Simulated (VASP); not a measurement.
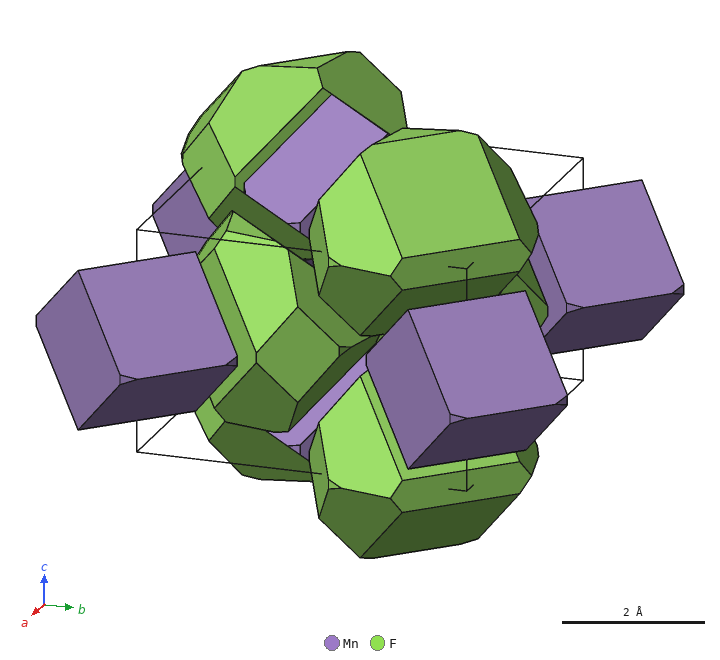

Computed Voronoi cells of the atoms in the unit cell of MnF2 (space group P4_2/mnm (No. 136), a = 4.940 Å, b = 4.940 Å, c = 3.332 Å, α = 90.00°, β = 90.00°, γ = 90.00°), coloured by the element inside, shrunk a little to part them. Source: the end point of a relaxation with VASP Kohn-Sham DFT of a periodic cell, PBE, VASP PAW PBE potentials, gw, light (VASP 6.6.1).

| site | Wyckoff | x | y | z |
| --- | --- | --- | --- | --- |
| Mn | 2b | 0.0000 | 0.0000 | 0.5000 |
| F | 4f | 0.3053 | 0.6947 | 0.5000 |

Question: What share of the volume falls to each element, and how large are the cells?

Answer: F: 15.3 Å³ per atom, 75 % of the volume; Mn: 10.1 Å³ per atom, 25 % of the volume. The partition uses no radii, so it reflects positions alone and not ionic sizes.
